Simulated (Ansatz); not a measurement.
System: Ta.

Input file:

```
crystal:
  lattice:
    - [-1.6402597622, 1.6402597622, 1.6402597622]
    - [1.6402597622, -1.6402597622, 1.6402597622]
    - [3.2805195245, 3.2805195245, 0.0]
  atoms:
    - { symbol: Ta, position: [0.0320071255, 0.0320071255, 0.0] }
    - { symbol: Ta, position: [0.4679928745, 0.4679928745, 0.5] }
basis:
  ecutwfc: 420
kpoints:
  mp_grid: { grid: [22, 22, 14] }
hamiltonian:
  xc: pbesol
scf:
  occupations: { method: gaussian, width: 0.15 }
output:
  forces: true
  stress: true
  eigenvalues: true
  write_density: true
  write_potential: true
  elf: true
  volumetric_format: npy
```

Run with:

```sh
ansatz run input.yaml --threads 2 --pin off --max-ram 5120MiB --backend cpu --events-out ev --progress --plain --runs-dir out
```

Below, planes, directions and counts refer to the conventional cell (a = 4.64 Å, b = 3.28 Å, c = 4.64 Å, α = 90.00°, β = 90.00°, γ = 90.00°).

Space group Cmcm; not relaxed (largest force 1.3 eV/Å).

Computed with DFT PBEsol, scalar-relativistic, plane waves, PAW (Ansatz).

### Predict the valence pseudo-density and electron localisation function between the atoms.

Ta–Ta (2.73 Å): ρ at the midpoint is about 0.36 e/Å³; the ELF is about 0.30 at the midpoint (no localised pair shows between them).
Ta–Ta (2.97 Å): the density is about 0.27 e/Å³ at the midpoint; the ELF is about 0.30 at the midpoint.

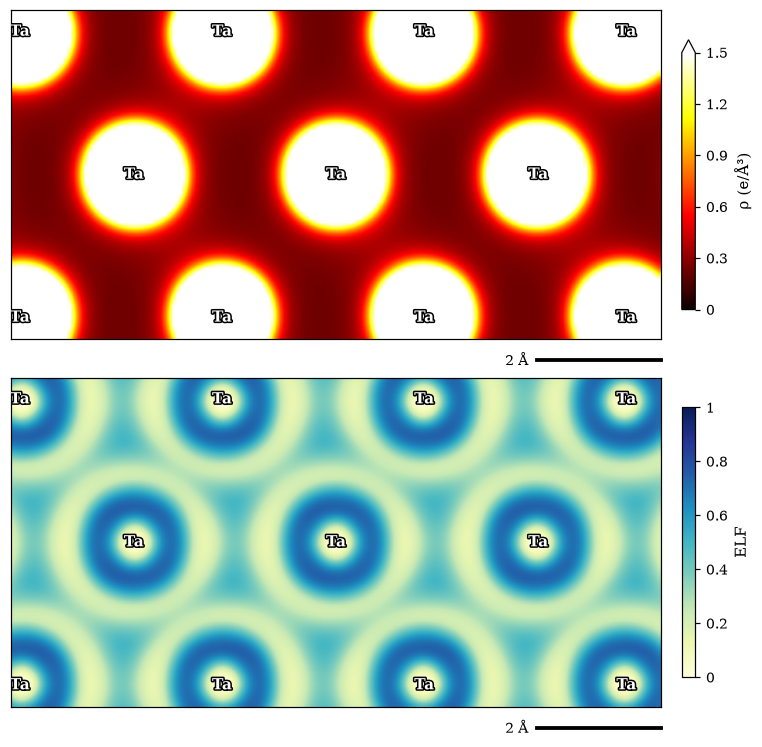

Computed valence pseudo-density and electron localisation function on the (100) plane of the conventional cell, in this order. 

Core electrons are frozen (PAW), and the valence fields are smoothed inside the atomic spheres.
